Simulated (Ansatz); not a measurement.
Al4N3

```
CELL_PARAMETERS angstrom
2.90173 0.00000 0.00000
-1.45086 2.51297 0.00000
0.00000 0.00000 27.53470
ATOMIC_POSITIONS crystal
Al 0.66667 0.33333 0.20481
Al 0.33333 0.66667 0.53814
Al 0.00000 0.00000 0.87148
Al 0.00000 0.00000 0.29065
Al 0.66667 0.33333 0.62399
Al 0.33333 0.66667 0.95732
Al 0.00000 0.00000 0.12852
Al 0.66667 0.33333 0.46186
Al 0.33333 0.66667 0.79519
Al 0.66667 0.33333 0.04268
Al 0.33333 0.66667 0.37601
Al 0.00000 0.00000 0.70935
N 0.33333 0.66667 0.24816
N 0.00000 0.00000 0.58150
N 0.66667 0.33333 0.91483
N 0.33333 0.66667 0.08517
N 0.00000 0.00000 0.41850
N 0.66667 0.33333 0.75184
N 0.00000 0.00000 0.00000
N 0.66667 0.33333 0.33333
N 0.33333 0.66667 0.66667
```

Space group R-3m; a generated structure, not necessarily the stable one; computed without spin polarisation.

Method: Ansatz 0.2.0, DFT PBE, scalar-relativistic, plane waves, PAW.

In a PAW calculation such maps are meaningful between the atoms, not at the nuclei.

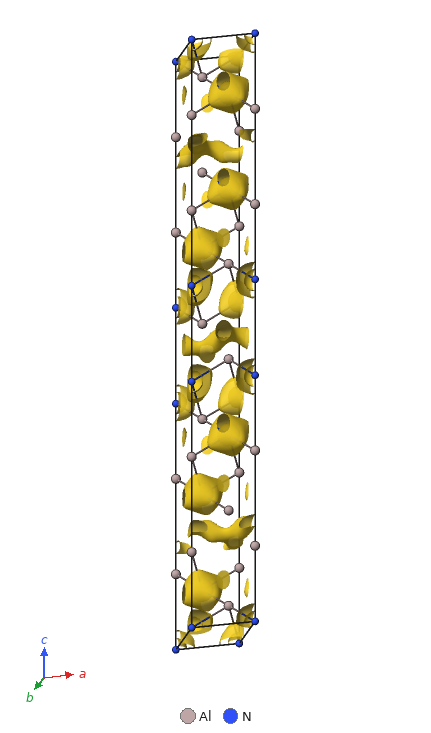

Figure 1. Isosurface of the ELF at 0.75 (yellow), seen at an oblique angle. Core shells and regions of very low density are left out. Sticks mark near contacts.

**Where are the electrons localised?**

The ELF exceeds this value in nine regions on N in which the atom's valence shell and bonds are merged and sheets that run through the cell in two directions, counted in one cell of 21 atoms. Regions shared between cells count once. Along the contacts the grid gives the following. Al–N (2.04 Å): the ELF peaks at about 0.85 in the valence shell of N, 0.7 Å from its nucleus, and is about 0.80 at the midpoint.

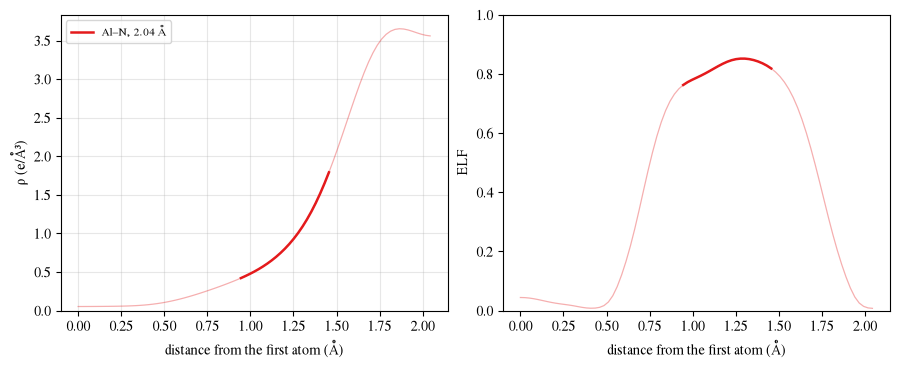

Figure 2. Valence pseudo-density and ELF along straight lines between neighbouring atoms. Thin, pale parts lie inside the atomic spheres.

**What can be read from the curves?**

Al–N (2.04 Å): ρ at the midpoint is about 0.5 e/Å³; the ELF peaks at about 0.85 in the valence shell of N, 0.7 Å from its nucleus, and is about 0.80 at the midpoint.

**What Bader charges does the calculation give?**

Electrons move from Al towards N. Bader charges: Al +1.29 to +2.48 and N −2.51 e.

**Does the calculation give a band gap?**

It is gapless in this calculation (a metal or semimetal).
